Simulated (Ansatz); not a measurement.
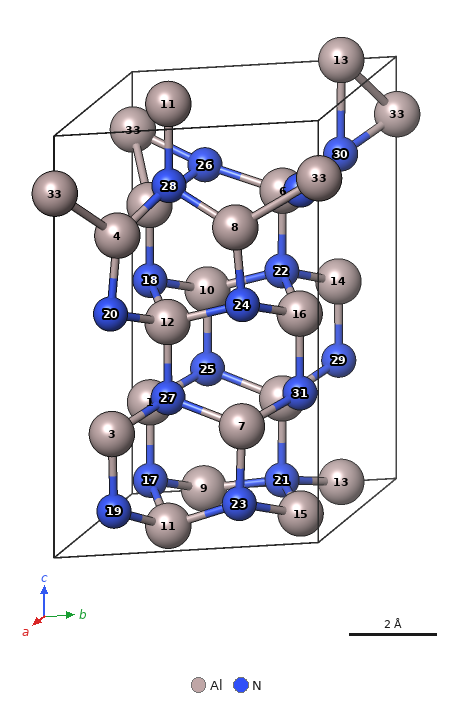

The structure as given in the input (ball-and-stick view of the cell of the calculation, seen slightly off an axis; atoms are numbered from 1 in the order of the input). An atom can appear more than once, as a periodic image.

# Run report: Al17N16, nudged elastic band (part 1 of 3)

Al17N16 (defect cell, 33 atoms in the cell), computed with DFT PBE, scalar-relativistic, plane waves, PAW, no spin polarisation (Ansatz 0.2.0).

The structure derives from a Materials Project entry. It belongs to a series of runs on one base structure; here: climbing-image band for the jump of Al by 2.51 A. Figures and captions count atoms from 1; the log counts them from 0 in places.

### Input
```yaml
crystal:
  lattice:
    - [3.1302084199, -5.4216800216, 0.0]
    - [-6.2604168399, 0.0, 0.0]
    - [0.0, 0.0, -10.0360866438]
  atoms:
    - { symbol: Al, position: [0.3385539425, 0.1679282505, 0.2619957549] }
    - { symbol: Al, position: [0.3650794616, 0.1736790266, 0.7337876555] }
    - { symbol: Al, position: [0.8311857227, 0.1690190745, 0.261696001] }
    - { symbol: Al, position: [0.8152666824, 0.1849868483, 0.729029544] }
    - { symbol: Al, position: [0.3336161059, 0.6664850204, 0.2523038405] }
    - { symbol: Al, position: [0.3322617188, 0.6676763002, 0.7444264696] }
    - { symbol: Al, position: [0.8321665673, 0.6614179314, 0.2621286892] }
    - { symbol: Al, position: [0.8262530408, 0.6346650821, 0.7335960717] }
    - { symbol: Al, position: [0.1613581499, 0.3191761348, 0.0256424353] }
    - { symbol: Al, position: [0.169598435, 0.3353489344, 0.4976821549] }
    - { symbol: Al, position: [0.6662390615, 0.3338539319, 0.0131445718] }
    - { symbol: Al, position: [0.6684203462, 0.3315607407, 0.4965564658] }
    - { symbol: Al, position: [0.1609446377, 0.8391328848, 0.0220305822] }
    - { symbol: Al, position: [0.1693231911, 0.8307670745, 0.4986668381] }
    - { symbol: Al, position: [0.6812472653, 0.8388827863, 0.0261057288] }
    - { symbol: Al, position: [0.664728115, 0.8304737796, 0.4977255443] }
    - { symbol: "N", position: [0.349732232, 0.1723163333, 0.0787888296] }
    - { symbol: "N", position: [0.3363493406, 0.1668483129, 0.5508062871] }
    - { symbol: "N", position: [0.8251185192, 0.1752874786, 0.0776809746] }
    - { symbol: "N", position: [0.8350010656, 0.1651177776, 0.5468122988] }
    - { symbol: "N", position: [0.3343225132, 0.6659980135, 0.0595476561] }
    - { symbol: "N", position: [0.3346888973, 0.6652842964, 0.5551272195] }
    - { symbol: "N", position: [0.8278807328, 0.6502090358, 0.078961427] }
    - { symbol: "N", position: [0.8332341328, 0.6636627124, 0.5506445109] }
    - { symbol: "N", position: [0.1687157412, 0.335414123, 0.3097071871] }
    - { symbol: "N", position: [0.1622764453, 0.3237383405, 0.7927835799] }
    - { symbol: "N", position: [0.6667658672, 0.3331100574, 0.316751435] }
    - { symbol: "N", position: [0.664343045, 0.3355424955, 0.8192925869] }
    - { symbol: "N", position: [0.168451172, 0.8316919485, 0.3117324558] }
    - { symbol: "N", position: [0.1626911135, 0.8371507714, 0.7996382134] }
    - { symbol: "N", position: [0.6647231783, 0.8314137351, 0.3096865698] }
    - { symbol: "N", position: [0.6761757135, 0.8376271054, 0.7922910073] }
    - { symbol: Al, position: [-0.002918535, 0.0021876546, 0.862786304] }
basis:
  ecutwfc: 420
  xc_grid: 2
kpoints:
  mp_grid: { grid: [2, 2, 2], shift: [0.0, 0.0, 0.0] }
hamiltonian:
  xc: pbe
scf:
  occupations: { method: gaussian, width: 0.02 }
output:
  forces: true
neb:
  images: 3
  f_tol: 0.05
  max_iterations: 70
  order_check: false
  final_atoms:
    - { symbol: Al, position: [0.3218117529, 0.1609446377, 0.2720305822] }
    - { symbol: Al, position: [0.3385561166, 0.1693231911, 0.7486668381] }
    - { symbol: Al, position: [0.8421820151, 0.1613581499, 0.2756424353] }
    - { symbol: Al, position: [0.8342495005, 0.169598435, 0.7476821549] }
    - { symbol: Al, position: [0.3323851296, 0.6662390615, 0.2631445718] }
    - { symbol: Al, position: [0.3368596055, 0.6684203462, 0.7465564658] }
    - { symbol: Al, position: [0.842364479, 0.6812472653, 0.2761057288] }
    - { symbol: Al, position: [0.8342543353, 0.664728115, 0.7477255443] }
    - { symbol: Al, position: [0.1914004351, 0.3650794616, -0.0162123445] }
    - { symbol: Al, position: [0.170625692, 0.3385539425, 0.5119957549] }
    - { symbol: Al, position: [0.6645854186, 0.3322617188, -0.0055735304] }
    - { symbol: Al, position: [0.6671310855, 0.3336161059, 0.5023038405] }
    - { symbol: Al, position: [0.1915879588, 0.8262530408, -0.0164039283] }
    - { symbol: Al, position: [0.1707486359, 0.8321665673, 0.5121286892] }
    - { symbol: Al, position: [0.6302798341, 0.8152666824, -0.020970456] }
    - { symbol: Al, position: [0.6621666481, 0.8311857227, 0.511696001] }
    - { symbol: "N", position: [0.3255403421, 0.1626911135, 0.0496382134] }
    - { symbol: "N", position: [0.3367592235, 0.168451172, 0.5617324558] }
    - { symbol: "N", position: [0.8385381048, 0.1622764453, 0.0427835799] }
    - { symbol: "N", position: [0.8333016182, 0.1687157412, 0.5597071871] }
    - { symbol: "N", position: [0.3288005495, 0.664343045, 0.0692925869] }
    - { symbol: "N", position: [0.3336558098, 0.6667658672, 0.566751435] }
    - { symbol: "N", position: [0.8385486081, 0.6761757135, 0.0422910073] }
    - { symbol: "N", position: [0.8333094432, 0.6647231783, 0.5596865698] }
    - { symbol: "N", position: [0.1774158987, 0.349732232, 0.3287888296] }
    - { symbol: "N", position: [0.1695010277, 0.3363493406, 0.8008062871] }
    - { symbol: "N", position: [0.6683244997, 0.3343225132, 0.3095476561] }
    - { symbol: "N", position: [0.6694046008, 0.3346888973, 0.8051272195] }
    - { symbol: "N", position: [0.177671697, 0.8278807328, 0.328961427] }
    - { symbol: "N", position: [0.1695714204, 0.8332341328, 0.8006445109] }
    - { symbol: "N", position: [0.6498310406, 0.8251185192, 0.3276809746] }
    - { symbol: "N", position: [0.669883288, 0.8350010656, 0.7968122988] }
    - { symbol: Al, position: [-0.0051061896, -0.002918535, 1.112786304] }
```

Command:
```bash
ansatz run input.yaml --threads 4 --pin off --max-ram 10240MiB --backend cpu --events-out ev --progress --plain --runs-dir out
```

### Log
```
Warning: neb: disabling space-group detection — the band's intermediate images generally break the endpoint symmetry, so no spatial operation reduces the k-mesh or symmetrises the density, except that a semilocal band can use its path's symmetry ahead of convergence; time reversal is kept, so that k and −k are solved as one point where they differ and the mesh holds both, and exact exchange and, on two spinor components, a DFT+U term hold to it where the run has them: on two components no moment then forms, and a state that bears one, which a typed moment (crystal.atoms[].spin; refused beside efield: under a hybrid functional) reaches, can lie lower, under hf by electronvolts; crystal.symmetry.detect: false (a key that needs symmetry detection or time reversal refuses this as the deck is read) with time_reversal: false beside it drops time reversal too
Engine: ansatz 0.2.0, aarch64-unknown-linux-gnu
Pseudopotentials: kind: paw
Pseudopotential: Al, paw, valence charge 3, recommended cutoff 420 eV (normal), Al.paw.azcp
Pseudopotential: N, paw, valence charge 5, recommended cutoff 420 eV (normal), N.paw.azcp
Functional definition: PBE
  parameter kappa = 0.804
  parameter beta = 0.06672455060314922
  exchange = pbe_x(kappa = kappa, mu = beta*pi^2/3)
  correlation = pbe_c(beta = beta)
parallel-image band execution: 3 concurrent image workers
NEB image 0
Crystal: 33 atoms, lattice volume = 340.645 Å³
Basis set: ecut = 420 eV, 6705 PW (Γ), exchange–correlation on 90×90×144 points (8 copies of the dense FFT grid, shifted against one another)
Bands: 99, of which v1, the nominal top of the filled ones, is band 66 counted from 1 (65 counted from 0)
Symmetry: 1 space group operations
k-points: 8
Non-local potential: Al, projectors of the file, l = 0: 2, l = 1: 2, l = 2: 1
Non-local potential: N, projectors of the file, l = 0: 2, l = 1: 2, l = 2: 1
PAW form: soft (Blöchl's): semilocal exchange-correlation on the pseudo side does not see the compensation charge
PAW one-centre angular grid: Al, 110 points (default); XC on 64 Gauss nodes
PAW one-centre angular grid: N, 110 points (default); XC on 64 Gauss nodes
Initial density: superposition of atomic densities (neutral atoms: chi_scale 0, normalization atom), corrected by the library's trained network
Initial wavefunctions: pseudopotential atomic-orbital guess
Functional: x = pbe(κ = 0.804, μ = 0.2195149727645171), c = pbe(β = 0.06672455060314922)
SCF iter   1: F=—  HF=-15315.628227 eV  |F-HF|=—  |Δ(HF+E_count)|=         —  Δρ=8.54e-3  dr2=7.43e-1  ethr=1.77e-3  ⟨swp⟩=6.0  Hψ=3607  notcnv=0  defer=108
preconditioner: auto → Resta (q_TF=auto, 2.327 Å⁻¹)  ε∞=4.2  [insulator: Δε(μ)=0.289 eV  Ē_g=12.922 eV  σ=0.020 eV  W_gap=1.00  n_scr=72 (ndim 8)  ℏωp=23.0 eV  f_vac=0.000  D(μ)=0.00/eV (n_scr^D=0)  ε∞_Penn≈4.2]
SCF iter   2: F=—  HF=-15315.495899 eV  |F-HF|=—  |Δ(HF+E_count)|=   1.32e-1  Δρ=4.76e-3  dr2=2.55e-1  ethr=5.67e-4  ⟨swp⟩=1.2  Hψ=916  notcnv=0  defer=173
SCF iter   3: F=—  HF=-15315.429465 eV  |F-HF|=—  |Δ(HF+E_count)|=   6.64e-2  Δρ=9.00e-4  dr2=4.48e-3  ethr=1.95e-4  ⟨swp⟩=2.9  Hψ=871  notcnv=0  defer=227
SCF iter   4: F=—  HF=-15315.428830 eV  |F-HF|=—  |Δ(HF+E_count)|=   6.35e-4  Δρ=2.89e-4  dr2=3.64e-4  ethr=3.42e-6  ⟨swp⟩=2.5  Hψ=1357  notcnv=0  defer=218
SCF iter   5: F=—  HF=-15315.428788 eV  |F-HF|=—  |Δ(HF+E_count)|=   4.21e-5  Δρ=6.52e-5  dr2=1.80e-5  ethr=2.78e-7  ⟨swp⟩=2.0  Hψ=1020  notcnv=0  defer=218
SCF iter   6: F=—  HF=-15315.427725 eV  |F-HF|=—  |Δ(HF+E_count)|=   1.06e-3  Δρ=2.07e-5  dr2=1.40e-6  ethr=1.37e-8  ⟨swp⟩=2.0  Hψ=1094  notcnv=0  defer=218
SCF iter   7: F=-15315.427725 eV  HF=-15315.427725 eV  |F-HF|=5.24e-9  |Δ(HF+E_count)|=   2.06e-7  Δρ=4.49e-6  dr2=6.90e-8  ethr=7.63e-11  ⟨swp⟩=3.0  Hψ=2501  notcnv=0
SCF 1 converged in 7 iterations: F = -15315.427725 eV  dr2 = 6.90e-8
  greatest PAW one-centre occupation: 0.798 electrons in one spin orbital (limit 2), on the N atom at site 27 (counted from 0), in its partial waves of l = 0
NSCF: frozen V_eff on 8 k-points
NEB image 4
SCF iter   1: F=—  HF=-15315.628264 eV  |F-HF|=—  |Δ(HF+E_count)|=         —  Δρ=8.54e-3  dr2=7.43e-1  ethr=1.77e-3  ⟨swp⟩=6.1  Hψ=3650  notcnv=0  defer=99
SCF iter   2: F=—  HF=-15315.495911 eV  |F-HF|=—  |Δ(HF+E_count)|=   1.32e-1  Δρ=4.76e-3  dr2=2.56e-1  ethr=5.67e-4  ⟨swp⟩=1.2  Hψ=916  notcnv=0  defer=167
SCF iter   3: F=—  HF=-15315.429444 eV  |F-HF|=—  |Δ(HF+E_count)|=   6.65e-2  Δρ=8.99e-4  dr2=4.48e-3  ethr=1.95e-4  ⟨swp⟩=3.0  Hψ=872  notcnv=0  defer=227
SCF iter   4: F=—  HF=-15315.428827 eV  |F-HF|=—  |Δ(HF+E_count)|=   6.17e-4  Δρ=2.90e-4  dr2=3.65e-4  ethr=3.42e-6  ⟨swp⟩=2.5  Hψ=1357  notcnv=0  defer=218
SCF iter   5: F=—  HF=-15315.428788 eV  |F-HF|=—  |Δ(HF+E_count)|=   3.94e-5  Δρ=6.51e-5  dr2=1.80e-5  ethr=2.78e-7  ⟨swp⟩=2.0  Hψ=1020  notcnv=0  defer=218
SCF iter   6: F=—  HF=-15315.427724 eV  |F-HF|=—  |Δ(HF+E_count)|=   1.06e-3  Δρ=2.06e-5  dr2=1.40e-6  ethr=1.38e-8  ⟨swp⟩=2.0  Hψ=1094  notcnv=0  defer=218
SCF iter   7: F=-15315.427724 eV  HF=-15315.427724 eV  |F-HF|=5.54e-9  |Δ(HF+E_count)|=   2.07e-7  Δρ=4.50e-6  dr2=6.92e-8  ethr=7.63e-11  ⟨swp⟩=3.0  Hψ=2502  notcnv=0
SCF 2 converged in 7 iterations: F = -15315.427724 eV  dr2 = 6.92e-8
[... from here on the iterations of each SCF are left out, up to the last one ...]
NSCF: frozen V_eff on 8 k-points
NEB end point (image 0): max|allowed force component| = 9.488e-3 eV/Å (the criterion of neb.relax_end_points is 1.000e-2)
NEB end point (image 4): max|allowed force component| = 9.910e-3 eV/Å (the criterion of neb.relax_end_points is 1.000e-2)
NEB image 1
preconditioner: auto → Resta (q_TF=auto, 2.327 Å⁻¹)  ε∞=4.2  [insulator: Δε(μ)=0.233 eV  Ē_g=12.852 eV  σ=0.020 eV  W_gap=1.00  n_scr=72 (ndim 8)  ℏωp=23.0 eV  f_vac=0.000  D(μ)=0.00/eV (n_scr^D=0)  ε∞_Penn≈4.2]
SCF 3 converged in 8 iterations: F = -15310.834836 eV  dr2 = 7.26e-9
NEB image 2
preconditioner: auto → Resta (q_TF=auto, 2.327 Å⁻¹)  ε∞=4.2  [insulator: Δε(μ)=0.068 eV  Ē_g=12.849 eV  σ=0.020 eV  W_gap=0.98  n_scr=72 (ndim 8)  ℏωp=23.0 eV  f_vac=0.000  D(μ)=0.79/eV (n_scr^D=2)  ε∞_Penn≈4.2]
SCF 4 converged in 8 iterations: F = -15306.390620 eV  dr2 = 9.53e-9
NEB image 3
preconditioner: auto → Resta (q_TF=auto, 2.327 Å⁻¹)  ε∞=4.2  [insulator: Δε(μ)=0.156 eV  Ē_g=12.903 eV  σ=0.020 eV  W_gap=1.00  n_scr=72 (ndim 8)  ℏωp=23.0 eV  f_vac=0.000  D(μ)=0.00/eV (n_scr^D=0)  ε∞_Penn≈4.2]
preconditioner: auto → Kerker (q_TF=auto, 2.327 Å⁻¹)  [metal: Δε(μ)=0.005 eV  Ē_g=12.916 eV  σ=0.020 eV  W_gap=0.14  n_scr=72 (ndim 8)  ℏωp=23.0 eV  f_vac=0.000  D(μ)=22.69/eV (n_scr^D=244)]
SCF 5 converged in 14 iterations: F = -15310.589479 eV  dr2 = 5.18e-8
NEB iter   1: max|band force component| = 1.111e1 eV/Å  barrier→ = 9.0371 eV  barrier← = 9.0371 eV  Δτ_max = 0.1522 Å  (44 SCF iters)
NEB image 1
Initial density: handed on by an earlier stage of this run
Initial wavefunctions: those handed on with the density
preconditioner: auto → Resta (q_TF=auto, 2.327 Å⁻¹)  ε∞=4.2  [insulator: Δε(μ)=0.063 eV  Ē_g=12.902 eV  σ=0.020 eV  W_gap=0.97  n_scr=72 (ndim 8)  ℏωp=23.0 eV  f_vac=0.000  D(μ)=1.17/eV (n_scr^D=2)  ε∞_Penn≈4.2]
SCF 6 converged in 7 iterations: F = -15313.080859 eV  dr2 = 1.79e-8
NEB image 2
preconditioner: auto → Kerker (q_TF=auto, 2.327 Å⁻¹)  [metal: Δε(μ)=0.015 eV  Ē_g=12.898 eV  σ=0.020 eV  W_gap=0.35  n_scr=72 (ndim 8)  ℏωp=23.0 eV  f_vac=0.000  D(μ)=23.08/eV (n_scr^D=250)]
SCF 7 converged in 13 iterations: F = -15310.495252 eV  dr2 = 6.79e-8
NEB image 3
preconditioner: auto → Resta (q_TF=auto, 2.327 Å⁻¹)  ε∞=4.2  [insulator: Δε(μ)=0.042 eV  Ē_g=12.935 eV  σ=0.020 eV  W_gap=0.86  n_scr=72 (ndim 8)  ℏωp=23.0 eV  f_vac=0.000  D(μ)=8.53/eV (n_scr^D=54)  ε∞_Penn≈4.2]
preconditioner: auto → Kerker (q_TF=auto, 2.327 Å⁻¹)  [metal: Δε(μ)=0.012 eV  Ē_g=12.930 eV  σ=0.020 eV  W_gap=0.31  n_scr=72 (ndim 8)  ℏωp=23.0 eV  f_vac=0.000  D(μ)=17.38/eV (n_scr^D=146)]
SCF 8 converged in 10 iterations: F = -15312.279148 eV  dr2 = 7.47e-8
NEB iter   2: max|band force component| = 4.502e0 eV/Å  barrier→ = 4.9325 eV  barrier← = 4.9325 eV  Δτ_max = 0.1262 Å  (30 SCF iters)
[... from here on the SCF iterations and repeated set-up lines of each step are left out, up to the last step ...]
NEB image 1
SCF 9 converged in 7 iterations: F = -15313.490812 eV  dr2 = 7.44e-9
NEB image 2
SCF 10 converged in 9 iterations: F = -15311.747577 eV  dr2 = 1.47e-8
NEB image 3
SCF 11 converged in 8 iterations: F = -15313.180287 eV  dr2 = 1.31e-8
NEB iter   3: max|band force component| = 1.205e0 eV/Å  barrier→ = 3.6801 eV  barrier← = 3.6801 eV  Δτ_max = 0.0733 Å  (24 SCF iters)
NEB image 1
SCF 12 converged in 6 iterations: F = -15313.570835 eV  dr2 = 3.89e-8
NEB image 2
SCF 13 converged in 11 iterations: F = -15311.981531 eV  dr2 = 2.70e-8
NEB image 3
SCF 14 converged in 7 iterations: F = -15313.366083 eV  dr2 = 3.24e-8
NEB iter   4: max|band force component| = 1.654e0 eV/Å  barrier→ = 3.4462 eV  barrier← = 3.4462 eV  Δτ_max = 0.0380 Å  (24 SCF iters)
NEB image 1
SCF 15 converged in 6 iterations: F = -15313.589161 eV  dr2 = 1.18e-8
NEB image 2
SCF 16 converged in 12 iterations: F = -15312.339520 eV  dr2 = 3.85e-8
NEB image 3
SCF 17 converged in 8 iterations: F = -15313.486042 eV  dr2 = 6.55e-9
NEB iter   5: max|band force component| = 2.556e0 eV/Å  barrier→ = 3.0882 eV  barrier← = 3.0882 eV  Δτ_max = 0.0764 Å  (26 SCF iters)
NEB image 1
SCF 18 converged in 8 iterations: F = -15313.618573 eV  dr2 = 2.92e-8
NEB image 2
SCF 19 converged in 8 iterations: F = -15313.290211 eV  dr2 = 4.11e-8
NEB image 3
SCF 20 converged in 9 iterations: F = -15313.699651 eV  dr2 = 6.03e-8
NEB iter   6: max|band force component| = 3.023e0 eV/Å  barrier→ = 2.1375 eV  barrier← = 2.1375 eV  Δτ_max = 0.0380 Å  (25 SCF iters)
NEB image 1
SCF 21 converged in 11 iterations: F = -15313.586720 eV  dr2 = 8.56e-8
NEB image 2
SCF 22 converged in 7 iterations: F = -15313.650809 eV  dr2 = 1.36e-8
NEB image 3
SCF 23 converged in 7 iterations: F = -15313.850113 eV  dr2 = 1.64e-8
NEB iter   7: max|band force component| = 1.823e0 eV/Å  barrier→ = 1.8410 eV  barrier← = 1.8410 eV  Δτ_max = 0.0770 Å  (25 SCF iters)
```
